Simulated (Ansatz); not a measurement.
# Run report: ScAlN2, geometry relaxation (part 1 of 3)

The run: geometry relaxation of ScAlN2 (8 atoms in the cell). Method and program: DFT PBEsol, scalar-relativistic, plane waves, PAW, no spin polarisation (Ansatz 0.2.0).

The structure derives from a Materials Project entry.

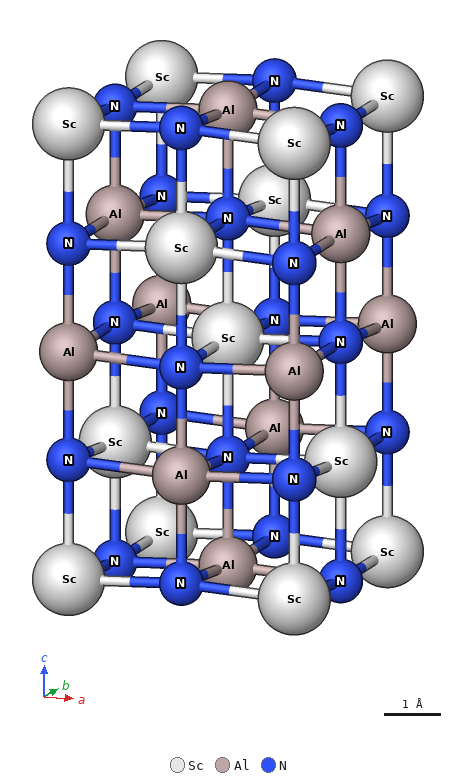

Figure 1. The structure as given in the input (ball-and-stick view of the cell 2 times as large as that of the calculation, set on its symmetry axes, seen slightly off an axis). An atom can appear more than once, as a periodic image.

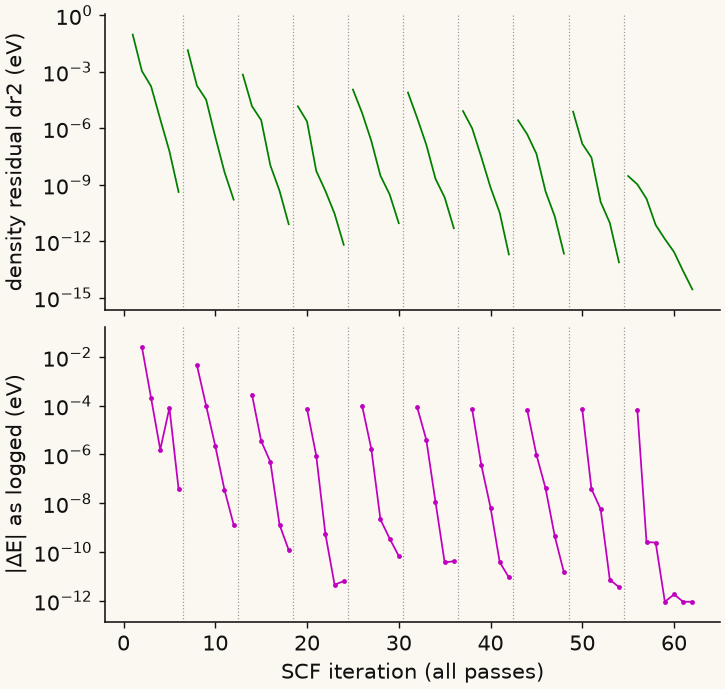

Figure 2. Convergence of the self-consistent field: density residual dr2 and size of the energy change against the SCF iteration. The dotted lines part the SCF passes of the relaxation: geometry steps, rejected trials and re-solves on a re-selected basis. The 10 passes take 6 to 8 iterations each, 62 in all.

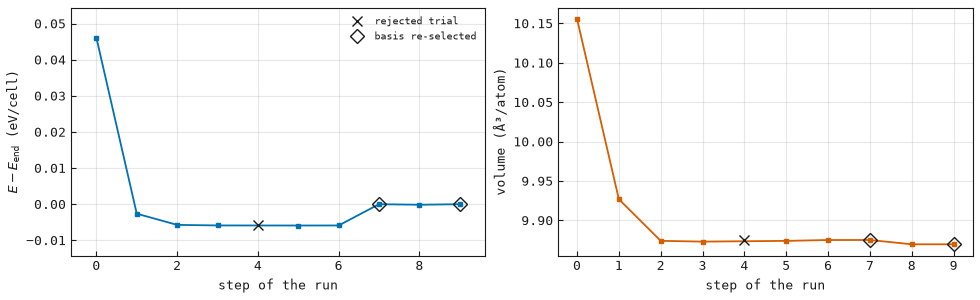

Figure 3. Progress of the relaxation, step by step (the first geometry is step 0 here and step 1 in the log).

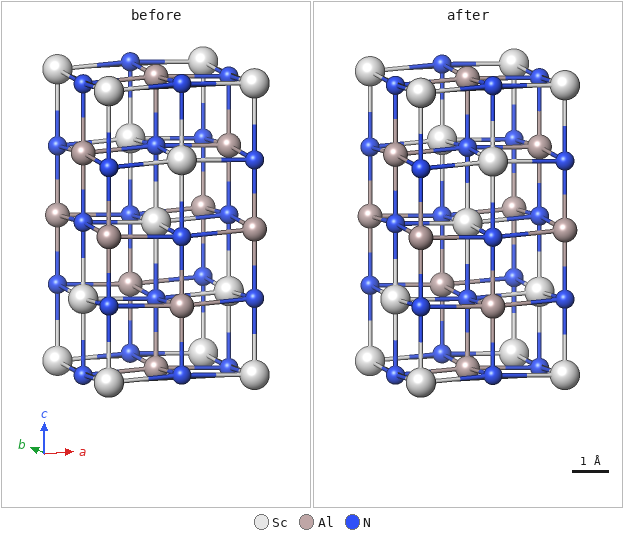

Figure 4. Before (left) and after (right) the relaxation, at one scale (ball-and-stick view of the cell 2 times as large as that of the calculation, set on its symmetry axes, seen slightly off an axis). The largest moves relative to the cell, 0.008 Å, are those of N5, N6, N7 and N8. Sc and Al stay in place. The volume changes by −2.8 %, with a = b 4.399 → 4.350 Å (−1.1 %), c 8.397 → 8.346 Å (−0.6 %). Among the contacts that change: Al3–N6 2.202 → 2.177 Å, Sc1–N5 2.204 → 2.183 Å. The space group stays I4_1/amd (No. 141). Over 7 geometry steps the energy falls by 46.3 meV per cell of the calculation. Largest force component: 0.12 eV/Å at the start, under 0.0001 eV/Å at the end. Pressure: −6.01 GPa at the start and 0.00 GPa at the end. The line search rejected the trial step at point 4 (counted from 0) and went back. The basis was re-selected once at an unchanged geometry, which shifts the energy a little without any move. The energy change given includes the shifts at the re-selections in mid-walk, which come without any move. A last SCF at the same geometry on a re-selected plane-wave basis shifts the energy by +0.1 meV per cell of the calculation. (Atoms are counted from 1 in the order of the input.)

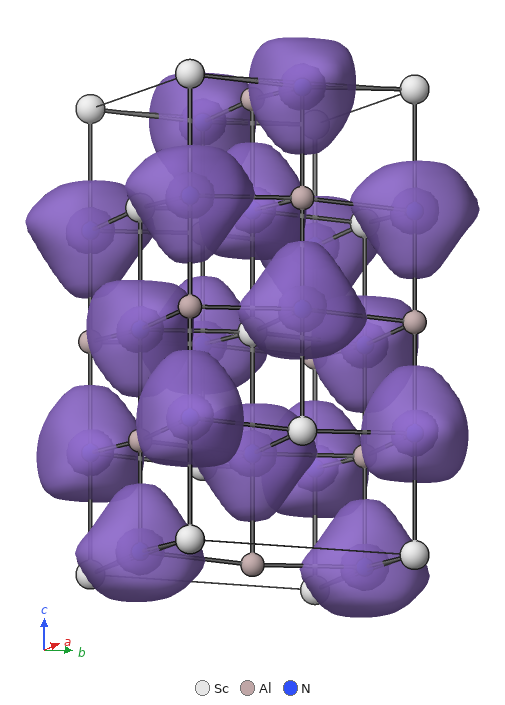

Figure 5. Isosurface of the electron localisation function at 0.65 (purple), seen at an oblique angle. Only the valence region is drawn (cores and ρ < 0.01 e/Å³ removed). Sticks mark near contacts. The outline is the cell set on symmetry axes. Along the contacts the grid gives the following. Al–N (1.99 Å): the ELF is about 0.85 at the midpoint. Sc–N (2.18 Å): the ELF is about 0.20 at the midpoint. In a PAW calculation such maps are meaningful between the atoms, not at the nuclei.

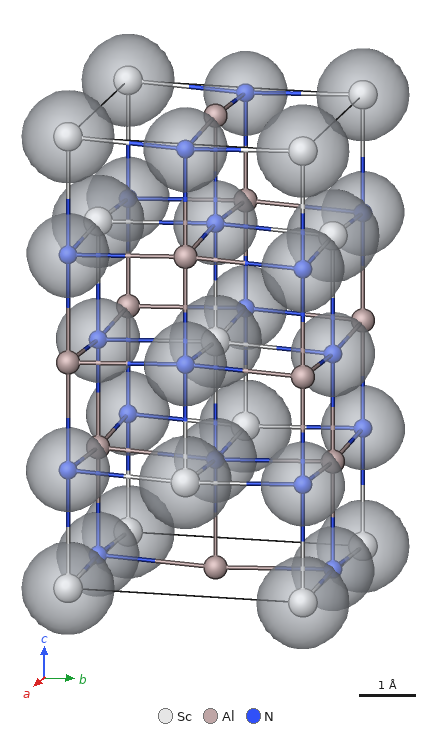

Figure 6. Isosurface of the valence pseudo-density at 1 e/Å³ (grey), seen slightly off an axis. Sticks mark near contacts. The outline is the cell set on symmetry axes. At this value the density breaks into separate islands; it holds about 60 % of the electrons treated as valence (semicore included). It is pinched off along the Al–N (1.99 Å), Sc–N (2.18 Å) and Al–N (2.18 Å) contacts. On the grid the lowest density along these lines, outside the cores, is 0.48 e/Å³ (Al–N, 1.99 Å), 0.48 e/Å³ (Sc–N, 2.18 Å) and 0.29 e/Å³ (Al–N, 2.18 Å).

These pictures come from the run below.

**Input file**
```yaml
crystal:
  lattice:
    - [-2.199484, 2.199484, 4.1986215]
    - [2.199484, -2.199484, 4.1986215]
    - [2.199484, 2.199484, -4.1986215]
  atoms:
    - { symbol: Sc, position: [0.75, 0.25, 0.5] }
    - { symbol: Sc, position: [0.0, 0.0, 0.0] }
    - { symbol: Al, position: [0.25, 0.75, 0.5] }
    - { symbol: Al, position: [0.5, 0.5, 0.0] }
    - { symbol: "N", position: [0.487514, 0.987514, 0.5] }
    - { symbol: "N", position: [0.262486, 0.262486, 0.0] }
    - { symbol: "N", position: [0.012486, 0.512486, 0.5] }
    - { symbol: "N", position: [0.737514, 0.737514, 0.0] }
basis:
  ecutwfc: 420
kpoints:
  mp_grid: { grid: [10, 10, 10] }
hamiltonian:
  xc: pbesol
scf:
  occupations: { method: gaussian, width: 0.02 }
output:
  forces: true
  stress: true
  eigenvalues: true
  write_density: true
  write_potential: true
  elf: true
  volumetric_format: npy
relax:
  adjacent_minimum: "off"
  f_tol: 0.005
  max_steps: 80
  cell: { stress_tol: 0.05 }
```

Command:
```bash
ansatz run input.yaml --threads 2 --pin off --max-ram 5120MiB --backend cpu --events-out ev --progress --plain --runs-dir out
```

**Output**
```
Engine: ansatz 0.2.0, x86_64-unknown-linux-gnu
Pseudopotentials: kind: paw
Pseudopotential: Sc, paw, valence charge 11, recommended cutoff 420 eV (normal), Sc.paw.azcp
Pseudopotential: Al, paw, valence charge 3, recommended cutoff 420 eV (normal), Al.paw.azcp
Pseudopotential: N, paw, valence charge 5, recommended cutoff 420 eV (normal), N.paw.azcp
Functional definition: PBEsol
  exchange = pbesol_x
  correlation = pbesol_c
Crystal: 8 atoms, lattice volume = 81.247 Å³
Basis set: ecut = 420 eV, 1599 PW (Γ), exchange–correlation on 72×72×72 points (8 copies of the dense FFT grid, shifted against one another)
Bands: 32, of which v1, the nominal top of the filled ones, is band 24 counted from 1 (23 counted from 0)
Symmetry: 16 space group operations
Space group: I41/amd (ITA 141), of the structure as read, at distance tolerance 4.3e-5 Å
k-points: 102 of 1000
Non-local potential: Sc, projectors of the file, l = 0: 3, l = 1: 2, l = 2: 3, l = 3: 1
Non-local potential: Al, projectors of the file, l = 0: 2, l = 1: 2, l = 2: 1
Non-local potential: N, projectors of the file, l = 0: 2, l = 1: 2, l = 2: 1
PAW form: soft (Blöchl's): semilocal exchange-correlation on the pseudo side does not see the compensation charge
PAW frozen core: Sc, regenerated for the run's functional, and the local potential with it (the file was generated under x = pbe(κ = 0.804, μ = 0.2195149727645171), c = pbe(β = 0.06672455060314922))
PAW frozen core: Al, regenerated for the run's functional, and the local potential with it (the file was generated under x = pbe(κ = 0.804, μ = 0.2195149727645171), c = pbe(β = 0.06672455060314922))
PAW frozen core: N, regenerated for the run's functional, and the local potential with it (the file was generated under x = pbe(κ = 0.804, μ = 0.2195149727645171), c = pbe(β = 0.06672455060314922))
PAW one-centre angular grid: Sc, 590 points (default); XC on 64 Gauss nodes
PAW one-centre angular grid: Al, 110 points (default); XC on 64 Gauss nodes
PAW one-centre angular grid: N, 110 points (default); XC on 64 Gauss nodes
Initial density: superposition of atomic densities (neutral atoms: chi_scale 0, normalization atom), corrected by the library's trained network
Initial wavefunctions: pseudopotential atomic-orbital guess
Functional: x = pbesol(κ = 0.804, μ = 0.12345679012345678), c = pbesol(β = 0.046)
SCF iter   1: F=—  HF=-6798.431791 eV  |F-HF|=—  |Δ(HF+E_count)|=         —  Δρ=1.11e-2  dr2=9.39e-2  ethr=1.77e-3  ⟨swp⟩=6.4  Hψ=14617  notcnv=0  defer=2
preconditioner: auto → none  [insulator: Δε(μ)=0.765 eV  Ē_g=15.642 eV  σ=0.020 eV  W_gap=1.00  n_scr=14 (ndim 8)  ℏωp=27.3 eV  f_vac=0.000  D(μ)=0.00/eV (n_scr^D=0)  ε∞_Penn≈4.1]
SCF iter   2: F=—  HF=-6798.405888 eV  |F-HF|=—  |Δ(HF+E_count)|=   2.59e-2  Δρ=1.63e-3  dr2=1.09e-3  ethr=1.96e-4  ⟨swp⟩=2.0  Hψ=5826  notcnv=0  defer=278
SCF iter   3: F=—  HF=-6798.405680 eV  |F-HF|=—  |Δ(HF+E_count)|=   2.08e-4  Δρ=7.27e-4  dr2=1.68e-4  ethr=2.27e-6  ⟨swp⟩=2.1  Hψ=4092  notcnv=0  defer=278
SCF iter   4: F=—  HF=-6798.405682 eV  |F-HF|=—  |Δ(HF+E_count)|=   1.59e-6  Δρ=1.09e-4  dr2=3.02e-6  ethr=3.51e-7  ⟨swp⟩=2.6  Hψ=4678  notcnv=0  defer=278
SCF iter   5: F=—  HF=-6798.405600 eV  |F-HF|=—  |Δ(HF+E_count)|=   8.14e-5  Δρ=1.56e-5  dr2=6.04e-8  ethr=6.28e-9  ⟨swp⟩=2.5  Hψ=4964  notcnv=0  defer=278
SCF iter   6: F=-6798.405600 eV  HF=-6798.405600 eV  |F-HF|=1.71e-10  |Δ(HF+E_count)|=   3.76e-8  Δρ=1.23e-6  dr2=4.13e-10  ethr=1.26e-10  ⟨swp⟩=9.5  Hψ=18792  notcnv=0
SCF 1 converged in 6 iterations: F = -6798.405600 eV  dr2 = 4.13e-10
  greatest PAW one-centre occupation: 0.998 electrons in one spin orbital (limit 2), on the Sc atom at site 1 (counted from 0), in its partial waves of l = 0
relax step   1: F+E_penalty+E_count = -6798.40560015 eV  Δ(F+E_penalty+E_count) = +0.000e0 eV  max|allowed force component| = 1.235e-1 eV/Å  Δτ_max = 0.0000 Å  P = -6.006 GPa  Ω = 81.247 Å³  (6 SCF iters, dr2 threshold 1.00e-7 eV, accepted)
Crystal: 8 atoms, lattice volume = 79.415 Å³
Basis set: ecut = 420 eV, 1557 PW (Γ), exchange–correlation on 72×72×72 points (8 copies of the dense FFT grid, shifted against one another)
Initial density: handed on by an earlier stage of this run
Initial wavefunctions: those handed on with the density
iter 1 solved again at ethr=2.85e-5 eV; its pass at ethr=3.10e-3 eV (dr2=1.37e-2 eV) is discarded
SCF iter   1: F=—  HF=-6798.458997 eV  |F-HF|=—  |Δ(HF+E_count)|=         —  Δρ=3.71e-3  dr2=1.39e-2  ethr=2.85e-5  ⟨swp⟩=2.1  Hψ=18103  notcnv=0
preconditioner: auto → none  [insulator: Δε(μ)=0.897 eV  Ē_g=15.819 eV  σ=0.020 eV  W_gap=1.00  n_scr=14 (ndim 8)  ℏωp=27.6 eV  f_vac=0.000  D(μ)=0.00/eV (n_scr^D=0)  ε∞_Penn≈4.1]
SCF iter   2: F=—  HF=-6798.454456 eV  |F-HF|=—  |Δ(HF+E_count)|=   4.54e-3  Δρ=7.23e-4  dr2=1.82e-4  ethr=2.85e-5  ⟨swp⟩=2.6  Hψ=5761  notcnv=0
SCF iter   3: F=—  HF=-6798.454355 eV  |F-HF|=—  |Δ(HF+E_count)|=   1.01e-4  Δρ=2.96e-4  dr2=3.29e-5  ethr=3.80e-7  ⟨swp⟩=2.2  Hψ=4777  notcnv=0
iter 4 did not close the SCF: its close was put off for the readings that it lacked (scf_convergence_deferred on its scf_iter line)
SCF iter   4: F=-6798.454352 eV  HF=-6798.454353 eV  |F-HF|=1.18e-7  |Δ(HF+E_count)|=   2.21e-6  Δρ=2.83e-5  dr2=3.49e-7  ethr=6.86e-8  ⟨swp⟩=2.0  Hψ=4883  notcnv=0
iter 5 did not close the SCF: its close was put off for the readings that it lacked (scf_convergence_deferred on its scf_iter line)
SCF iter   5: F=-6798.454353 eV  HF=-6798.454353 eV  |F-HF|=2.81e-10  |Δ(HF+E_count)|=   3.56e-8  Δρ=3.35e-6  dr2=4.78e-9  ethr=7.27e-10  ⟨swp⟩=2.1  Hψ=5489  notcnv=0
SCF iter   6: F=-6798.454353 eV  HF=-6798.454353 eV  |F-HF|=5.64e-11  |Δ(HF+E_count)|=   1.32e-9  Δρ=8.38e-7  dr2=1.62e-10  ethr=9.96e-12  ⟨swp⟩=5.0  Hψ=16289  notcnv=0
SCF 2 converged in 6 iterations: F = -6798.454353 eV  dr2 = 1.62e-10
relax step   2: F+E_penalty+E_count = -6798.45435256 eV  Δ(F+E_penalty+E_count) = -4.875e-2 eV  max|allowed force component| = 8.168e-3 eV/Å  Δτ_max = 0.0074 Å  P = -1.082 GPa  Ω = 79.415 Å³  energy of the carried Pulay correction = +5.559e-3 eV  (6 SCF iters, dr2 threshold 8.00e-7 eV, accepted)
Crystal: 8 atoms, lattice volume = 78.992 Å³
Basis set: ecut = 420 eV, 1541 PW (Γ), exchange–correlation on 72×72×72 points (8 copies of the dense FFT grid, shifted against one another)
iter 1 solved again at ethr=1.38e-6 eV; its pass at ethr=3.10e-3 eV (dr2=6.60e-4 eV) is discarded
```
